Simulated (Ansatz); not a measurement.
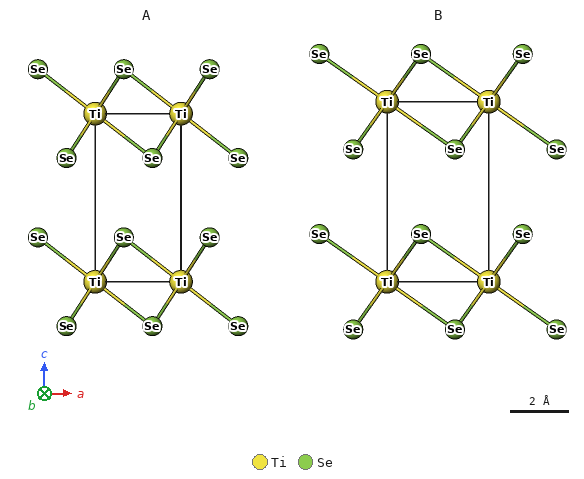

Two geometries of solid TiSe$_{2}$ (built on the 1T (CdI2) bulk type), drawn at one scale. One is the start of a relaxation, the other its converged end. A ball-and-stick model of the cell of the calculation, seen along the b axis.

These are results of DFT, PBE-D3(BJ), plane waves, PAW in Ansatz, not measurements. Set-up: plane-wave cutoff 420 eV; k-point mesh 6 × 6 × 4; occupations fermi dirac; smearing width 0.02 eV; no spin polarisation; cell and atoms relaxed; force threshold 0.005 eV/Å.

Q: Which of the two is the end point?

A: Structure A is the relaxed one. The energy falls by 2.189 eV per cell of the calculation in 6 accepted moves (7 points after the start). Largest force component: 2 eV/Å at the start, 0.00031 eV/Å at the end. The pressure goes from −15.33 to 0.00 GPa. At 1 point the geometry stayed and the basis and grid were re-selected for the new cell (energy shift of 2.1 meV per cell of the calculation at most each time). The largest moves relative to the cell, 0.005 Å, are those of Se atoms. Ti stays in place. The drawn cell changes as follows: a = b 4.116 → 3.477 Å (−15.5 %), c 6.315 → 5.896 Å (−6.6 %); the volume changes by −33.4 %. Near-neighbour distances that change, for instance: Se–Ti 2.906 → 2.540 Å. Among the angles between lasting bonds that change: Se–Ti–Se 89.8° → 93.6°, Ti–Se–Ti 90.2° → 86.4°, Se–Ti–Se 90.2° → 86.4°. The space group stays P-3m1 (No. 164). The run took 12 s on 2 threads of Arm Neoverse V1 (shared host), peak memory 0.4 GiB.
